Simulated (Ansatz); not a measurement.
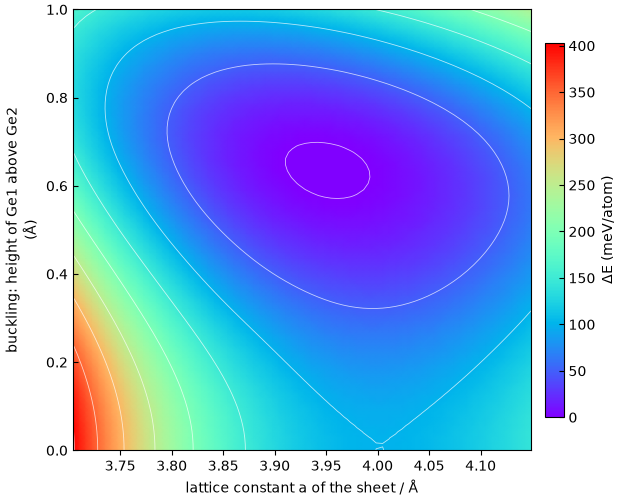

A two-dimensional sheet of Ge of the honeycomb type (2 atoms in the cell). The lattice constant and the buckling of a sheet are varied, nothing relaxed. First axis: lattice constant a of the sheet (both vectors scaled alike). Second axis: buckling: height of Ge1 above Ge2. The grid has 8 × 8 points. Points are written as (first, second). Energies: meV/atom, counted from the lowest grid point. Theory: Ansatz, DFT LDA, scalar-relativistic, plane waves, PAW. Settings: cutoff 420 eV, k-mesh 12×12×1, gaussian smearing 0.1 eV, no spin polarisation.

Drawn: a smooth colour map with a few white contour lines. Between grid points the surface is interpolated.

The lowest grid point is at (3.958 Å, 0.571 Å). The bottom of the well lies between grid points, at about (3.951 Å, 0.636 Å), about 3.5 meV/atom lower on the interpolated surface. It is the only kind of minimum in the scanned range. The highest grid point, (3.704 Å, 0.000 Å), lies 403 meV/atom above the lowest. Round the minimum the valley is somewhat tilted: raising the first coordinate shifts the best value of the second coordinate downwards (coupling k₁₂/√(k₁₁k₂₂) about 0.2).

The level of theory is changed to DFT PBE, scalar-relativistic, plane waves, PAW (Ansatz); with it change the cell, relaxed at the new level (first cell vector 4.051 Å, before 3.958 Å); the new grid has 8 × 8 points, laid about the new relaxed structure.

> How does the landscape change?

The minimum (interpolated where it lies between grid points) moves from about (3.951 Å, 0.636 Å) to about (4.043 Å, 0.680 Å). The curvature at the minimum changes from about 9 to 6.9 eV/Å² along the first coordinate and by less than a tenth (about 3.8) eV/Å² along the second coordinate (per cell).

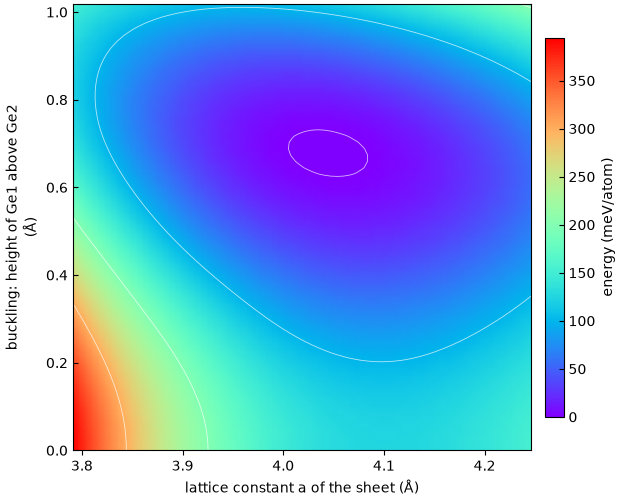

The map after the change, on a colour scale of its own. Drawn: a smooth colour map with a few white contour lines. Between grid points the surface is interpolated.

PAW datasets: the set soft_1.
